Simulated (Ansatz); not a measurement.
NaI

The calculation's input:

```
crystal:
  lattice:
    - [7.9335779811, 0.0107727157, 0.0608169205]
    - [0.0107727157, 7.9769969151, 0.0194509299]
    - [0.0304084603, 0.0097254649, 3.9762862723]
  atoms:
    - { symbol: Na, position: [0.0150853053, 0.0085408571, -0.0302843327] }
    - { symbol: I, position: [0.2668030322, 0.2278012758, 0.5114513429] }
    - { symbol: Na, position: [0.0093959822, 0.5100801557, 0.0295150259] }
    - { symbol: I, position: [0.2396277834, 0.7591581798, 0.5722841389] }
    - { symbol: Na, position: [0.5210904341, 0.0067435761, -0.010788485] }
    - { symbol: I, position: [0.7281443957, 0.2435616289, 0.4972862854] }
    - { symbol: Na, position: [0.5094348312, 0.51940854, -0.0219624411] }
    - { symbol: I, position: [0.7611983251, 0.7427876278, 0.4973946135] }
kpoints:
  mp_grid: { grid: [2, 2, 4] }
hamiltonian:
  xc: pbesol
scf:
  occupations: { method: fermi_dirac, width: 0.05 }
relax:
  f_tol: 0.01
  cell: {}
  max_steps: 120
output:
  write_density: true
  write_potential: true
  elf: true
  volumetric_format: npy
```

Launched as:

```sh
ansatz run input.yaml --threads 2 --pin off --max-ram 2211MiB --backend cpu --events-out ev --progress --plain --runs-dir out
```

The fields are those of the run's last geometry, not of the input's.

Space group P6₃/mmc; a structure from a database of computed crystals, not necessarily the ambient phase; started from the CsCl-221 prototype, which need not be the ambient phase; changed on purpose from its base cell (shaken).

Theory: Ansatz, DFT, PBEsol, plane waves, PAW.

The density is the valence pseudo-density of a PAW calculation; it isn't the true density close to the nuclei.

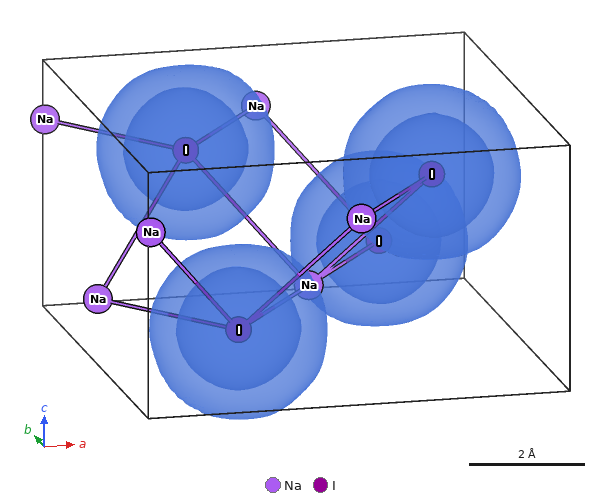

Figure 1. Isosurface of the electron localisation function at 0.7 (blue), seen at an oblique angle. Only the valence region is drawn (cores and ρ < 0.01 e/Å³ removed). Sticks mark near contacts.

Question: Describe the localisation domains.

Answer: The surface consists of four regions wrapped around I (the valence shell of each), counted in one cell of 8 atoms. Regions shared between cells count once. Profiles from the grid: Na–I (3.20 Å): the ELF peaks at about 0.80 in the valence shell of I, 1.4 Å from its nucleus, and falls to about 0 next to Na; a closed-shell, largely ionic contact.

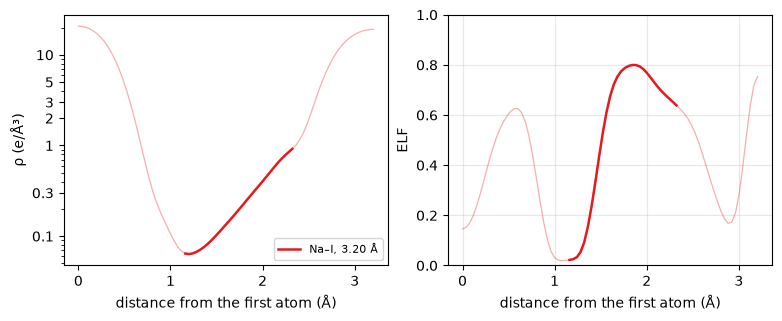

Figure 2. Valence charge density (pseudo) and electron localisation function along straight lines between neighbouring atoms. Thin, pale parts lie inside the atomic spheres.

Question: What kind of bonding do the profiles show?

Answer: Na–I (3.20 Å): ρ at the midpoint is about 0.13 e/Å³, with its minimum of 0.06 e/Å³ about 1.2 Å from Na; the ELF peaks at about 0.80 in the valence shell of I, 1.4 Å from its nucleus, and falls to about 0 next to Na (a closed-shell, largely ionic contact).

Question: Metal or insulator at this level of theory?

Answer: It is gapped, with a Kohn–Sham gap of 3.5 eV on the k-point mesh (the band edges may lie off the mesh, which would make the gap smaller).
